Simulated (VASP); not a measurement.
**Run report: NaI, geometry relaxation (part 1 of 2)**

- system: NaI (2 atoms in the cell)
- method: Kohn-Sham DFT of a periodic cell, PBE, VASP PAW PBE potentials, recommended, no spin polarisation (VASP 6.6.1)

The structure derives from an entry of the Crystallography Open Database.

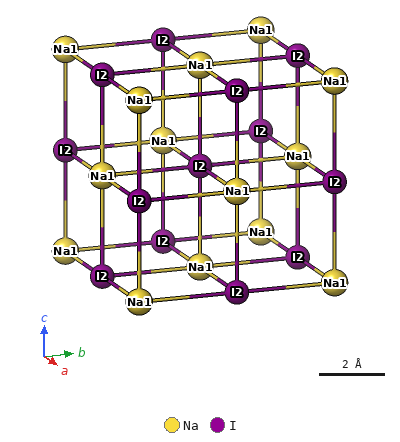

Figure 1. The structure as given in the input (ball-and-stick view of the cell 4 times as large as that of the calculation, set on its symmetry axes, seen slightly off an axis; atoms are numbered from 1 in the order of the input).

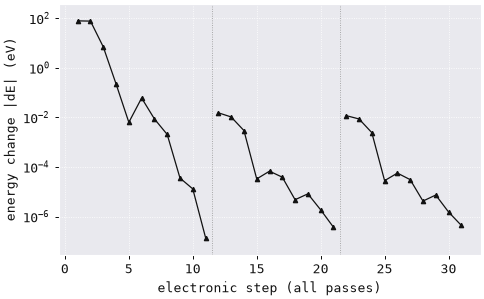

Figure 2. Convergence of the self-consistent field: energy change |dE| against the electronic step. Each stretch between dotted lines is the SCF of one geometry step of a relaxation. The 3 ionic steps take 10 to 11 electronic steps each. The density is held fixed in the first few steps, and dE rises again when its update begins.

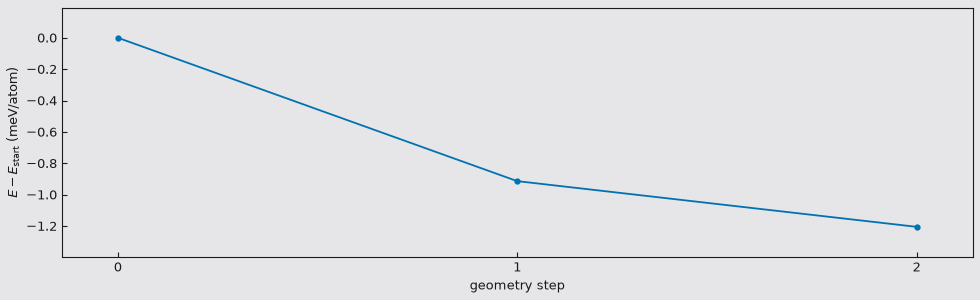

Figure 3. Progress of the relaxation, step by step (steps are counted from 0).

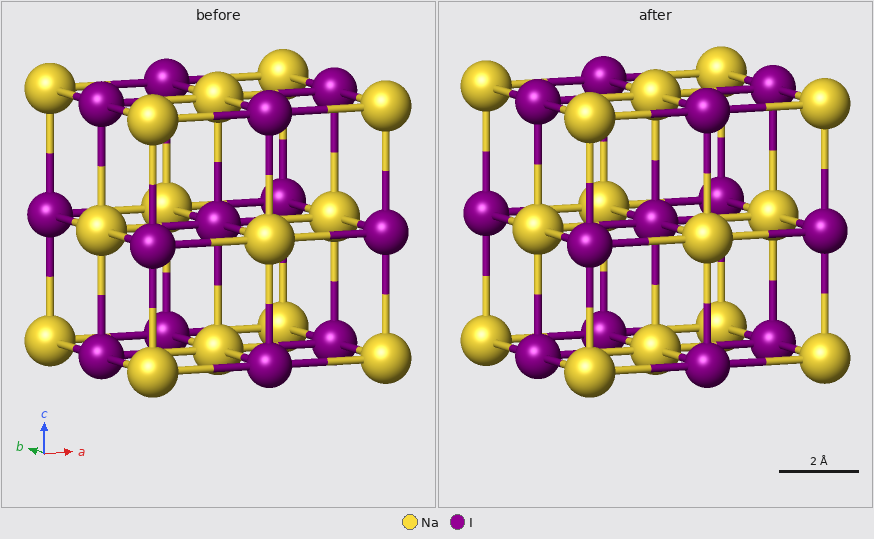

Figure 4. Before (left) and after (right) the relaxation, at one scale (ball-and-stick view of the cell 4 times as large as that of the calculation, set on its symmetry axes, seen slightly off an axis). The atoms keep their places relative to the cell (all moves are under 0.005 Å). The drawn cell changes as follows: a = b = c 6.473 → 6.529 Å (+0.9 %); the volume changes by +2.6 %. Among the contacts that change: Na1–I2 3.236 → 3.264 Å. The space group stays Fm-3m (No. 225). Over 2 geometry steps the energy falls by 1.2 meV per atom. All forces vanish by symmetry, so only the cell relaxes. (Atoms are counted from 1 in the order of the input.)

The input that produced these results follows, with the program's output.

INCAR:
```
SYSTEM = NaI
ALGO = Normal
EDIFF = 1E-6
EDIFFG = -0.01
ENCUT = 600
GGA = PE
IBRION = 2
ISIF = 3
ISMEAR = 0
LASPH = .TRUE.
LCHARG = .FALSE.
LREAL = .FALSE.
LWAVE = .FALSE.
NELM = 80
NSW = 90
PREC = Accurate
SIGMA = 0.03
```

KPOINTS:
```
k-points
0
G
  8 8 8
  0 0 0
```

POSCAR:
```
NaI
1.0
    0.0000000000      3.2364000000      3.2364000000
    3.2364000000      0.0000000000      3.2364000000
    3.2364000000      3.2364000000      0.0000000000
Na I
1 1
Direct
    0.0000000000      0.0000000000      0.0000000000
    0.5000000000      0.5000000000      0.5000000000
```

Launched with:
```bash
cat potpaw_PBE.64/Na_pv/POTCAR potpaw_PBE.64/I/POTCAR > POTCAR
mpirun -np 1 vasp_std > vasp.out
```

OSZICAR:
```
N       E                     dE             d eps       ncg     rms          rms(c)
DAV:   1     0.791712527503E+02    0.79171E+02   -0.71457E+03   638   0.123E+03
DAV:   2     0.183521159625E+01   -0.77336E+02   -0.72174E+02   696   0.240E+02
DAV:   3    -0.522034083932E+01   -0.70556E+01   -0.70055E+01   776   0.730E+01
DAV:   4    -0.544627957880E+01   -0.22594E+00   -0.22576E+00   759   0.133E+01
DAV:   5    -0.545263595430E+01   -0.63564E-02   -0.63560E-02   783   0.236E+00    0.164E+00
DAV:   6    -0.539179099252E+01    0.60845E-01   -0.85651E-02   734   0.198E+00    0.112E+00
DAV:   7    -0.538306121817E+01    0.87298E-02   -0.73766E-02   722   0.170E+00    0.588E-01
DAV:   8    -0.538511994961E+01   -0.20587E-02   -0.53753E-03   668   0.718E-01    0.163E-01
DAV:   9    -0.538508413334E+01    0.35816E-04   -0.16112E-04   716   0.143E-01    0.430E-02
DAV:  10    -0.538509721370E+01   -0.13080E-04   -0.42391E-05   752   0.809E-02    0.760E-03
DAV:  11    -0.538509735466E+01   -0.14096E-06   -0.49672E-06   668   0.258E-02
   1 F= -.53850974E+01 E0= -.53850974E+01  d E =-.538510E+01
       N       E                     dE             d eps       ncg     rms          rms(c)
DAV:   1    -0.540050908419E+01   -0.15412E-01   -0.31601E-01   722   0.855E+00    0.699E-01
DAV:   2    -0.539003101849E+01    0.10478E-01   -0.13671E-02   713   0.146E+00    0.337E-01
DAV:   3    -0.538706992713E+01    0.29611E-02   -0.75973E-03   722   0.934E-01    0.151E-01
DAV:   4    -0.538703686595E+01    0.33061E-04   -0.10228E-04   663   0.108E-01    0.153E-01
DAV:   5    -0.538696892497E+01    0.67941E-04   -0.10207E-05   689   0.359E-02    0.386E-02
DAV:   6    -0.538693007790E+01    0.38847E-04   -0.52959E-05   716   0.968E-02    0.783E-02
DAV:   7    -0.538693486896E+01   -0.47911E-05   -0.13388E-06   635   0.886E-03    0.138E-01
DAV:   8    -0.538692660224E+01    0.82667E-05   -0.17341E-06   641   0.960E-03    0.298E-02
DAV:   9    -0.538692473321E+01    0.18690E-05   -0.30534E-07   319   0.467E-03    0.102E-02
DAV:  10    -0.538692510552E+01   -0.37231E-06   -0.85813E-08   319   0.462E-03
   2 F= -.53869251E+01 E0= -.53869251E+01  d E =-.182775E-02
       N       E                     dE             d eps       ncg     rms          rms(c)
DAV:   1    -0.539876915787E+01   -0.11844E-01   -0.26148E-01   725   0.774E+00    0.635E-01
DAV:   2    -0.539006933239E+01    0.86998E-02   -0.11393E-02   713   0.132E+00    0.306E-01
DAV:   3    -0.538762785130E+01    0.24415E-02   -0.62958E-03   722   0.846E-01    0.138E-01
DAV:   4    -0.538759970890E+01    0.28142E-04   -0.84570E-05   666   0.979E-02    0.139E-01
DAV:   5    -0.538754287511E+01    0.56834E-04   -0.86135E-06   677   0.329E-02    0.345E-02
DAV:   6    -0.538751195348E+01    0.30922E-04   -0.42548E-05   716   0.859E-02    0.692E-02
DAV:   7    -0.538751617592E+01   -0.42224E-05   -0.10935E-06   635   0.797E-03    0.125E-01
DAV:   8    -0.538750876312E+01    0.74128E-05   -0.15530E-06   638   0.906E-03    0.223E-02
DAV:   9    -0.538750723276E+01    0.15304E-05   -0.23545E-07   319   0.407E-03    0.115E-02
DAV:  10    -0.538750767234E+01   -0.43959E-06   -0.71686E-08   319   0.404E-03
   3 F= -.53875077E+01 E0= -.53875077E+01  d E =-.241032E-02
```

Parts of OUTCAR:
```
SYSTEM = NaI
   EDIFF = 1E-6
   EDIFFG = -0.01
   ENCUT = 600
   GGA = PE
   IBRION = 2
   ISIF = 3
   ISMEAR = 0
   LASPH = .TRUE.
   LREAL = .FALSE.
   NELM = 80
   NSW = 90
   PREC = Accurate

 ion  position               nearest neighbor table
   1  0.000  0.000  0.000-
   2  0.500  0.500  0.500-

  LATTYP: Found a face centered cubic cell.
 ALAT       =     6.4728000000

  Lattice vectors:

 A1 = (   0.0000000000,   3.2364000000,   3.2364000000)
 A2 = (   3.2364000000,   0.0000000000,   3.2364000000)
 A3 = (   3.2364000000,   3.2364000000,   0.0000000000)

Analysis of symmetry for initial positions (statically):
=====================================================================
 Subroutine PRICEL returns:
 Original cell was already a primitive cell.

 Routine SETGRP: Setting up the symmetry group for a
 face centered cubic supercell.

 Subroutine GETGRP returns: Found 48 space group operations
 (whereof 48 operations were pure point group operations)
 out of a pool of 48 trial point group operations.

The static configuration has the point symmetry O_h .

Analysis of symmetry for dynamics (positions and initial velocities):
=====================================================================
 Subroutine PRICEL returns:
 Original cell was already a primitive cell.

 Routine SETGRP: Setting up the symmetry group for a
 face centered cubic supercell.

 Subroutine GETGRP returns: Found 48 space group operations
 (whereof 48 operations were pure point group operations)
 out of a pool of 48 trial point group operations.

The dynamic configuration has the point symmetry O_h .

 Subroutine INISYM returns: Found 48 space group operations
 (whereof 48 operations are pure point group operations),
 and found     1 'primitive' translations

----------------------------------------------------------------------------------------

                                     Primitive cell

  volume of cell :      67.7980

  direct lattice vectors                    reciprocal lattice vectors
     0.000000000  3.236400000  3.236400000    -0.154492646  0.154492646  0.154492646
     3.236400000  0.000000000  3.236400000     0.154492646 -0.154492646  0.154492646
     3.236400000  3.236400000  0.000000000     0.154492646  0.154492646 -0.154492646

  length of vectors
     4.576960773  4.576960773  4.576960773     0.267589113  0.267589113  0.267589113

  position of ions in fractional coordinates (direct lattice)
     0.000000000  0.000000000  0.000000000
     0.500000000  0.500000000  0.500000000

  ion indices of the primitive-cell ions
   primitive index   ion index
                 1           1
                 2           2

----------------------------------------------------------------------------------------

 KPOINTS: k-points

Automatic generation of k-mesh.
 Grid dimensions read from file:
 generate k-points for:    8    8    8

 Generating k-lattice:

  Cartesian coordinates                     Fractional coordinates (reciprocal lattice)
    -0.019311581  0.019311581  0.019311581     0.125000000  0.000000000  0.000000000
     0.019311581 -0.019311581  0.019311581     0.000000000  0.125000000  0.000000000
     0.019311581  0.019311581 -0.019311581     0.000000000  0.000000000  0.125000000

  Length of vectors
     0.033448639  0.033448639  0.033448639

  Shift w.r.t. Gamma in fractional coordinates (k-lattice)
     0.000000000  0.000000000  0.000000000

 Subroutine IBZKPT returns following result:
 ===========================================

 Found     29 irreducible k-points:

 Following reciprocal coordinates:
            Coordinates               Weight
  0.000000  0.000000  0.000000      1.000000
  0.125000  0.000000  0.000000      8.000000
  0.250000  0.000000  0.000000      8.000000
  0.375000  0.000000  0.000000      8.000000
  0.500000  0.000000  0.000000      4.000000
  0.125000  0.125000  0.000000      6.000000
  0.250000  0.125000  0.000000     24.000000
  0.375000  0.125000  0.000000     24.000000
  0.500000  0.125000  0.000000     24.000000
 -0.375000  0.125000  0.000000     24.000000
 -0.250000  0.125000  0.000000     24.000000
 -0.125000  0.125000  0.000000     12.000000
  0.250000  0.250000  0.000000      6.000000
  0.375000  0.250000  0.000000     24.000000
  0.500000  0.250000  0.000000     24.000000
 -0.375000  0.250000  0.000000     24.000000
 -0.250000  0.250000  0.000000     12.000000
  0.375000  0.375000  0.000000      6.000000
  0.500000  0.375000  0.000000     24.000000
 -0.375000  0.375000  0.000000     12.000000
  0.500000  0.500000  0.000000      3.000000
  0.375000  0.250000  0.125000     24.000000
  0.500000  0.250000  0.125000     48.000000
 -0.375000  0.250000  0.125000     24.000000
 [... further k-points ...]
```
